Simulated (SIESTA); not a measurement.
System: ZnS, space group F-43m (No. 216).

Structure:
```
Zn S
1.0
     0.00000    2.70200    2.70200
     2.70200    0.00000    2.70200
     2.70200    2.70200    0.00000
Zn S
1 1
Direct
  0.75000 0.75000 0.75000
  0.00000 0.00000 0.00000
```

Method: DFT in numerical atomic orbitals with pseudopotentials, no spin polarisation; energies at scaled volumes of the given cell, shape and fractions fixed, counted from the fit's minimum, third-order Birch-Murnaghan fit (SIESTA 5.4.2). Level: PBE.

- k mesh: 9×9×9
- occupations: Fermi–Dirac
- smearing width: 0.05 eV
- potentials: PseudoDojo 0.4 standard, converted to PSML, two zetas on semicore shells
- program settings: basis DZP, mesh cutoff 800 Ry

Predict the energy and pressure against volume. The volume takes the values 18.54, 18.94, 19.33, 19.73, 20.12, 20.52, 20.91 Å³/atom.

A third-order Birch–Murnaghan fit gives V0 = 20.35 Å³/atom, B0 = 70.3 GPa and B′ = 4.6. The energy is 41.91 meV/atom at volume 18.54 Å³/atom and 3.28 meV/atom at 20.91 Å³/atom; the lowest computed point is at volume 20.52 Å³/atom (0.20 meV/atom), in a single well. The pressure falls from 8.13 GPa at volume 18.54 Å³/atom to −1.84 GPa at 20.91 Å³/atom, and changes sign near 20.36 Å³/atom.

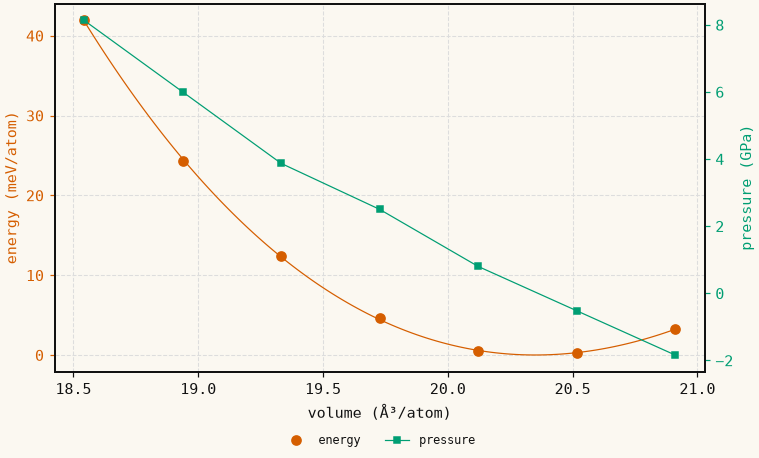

Caveats: mulliken charges of long orbitals; short basis over semicore shells; valence orbitals made in semicore potential.
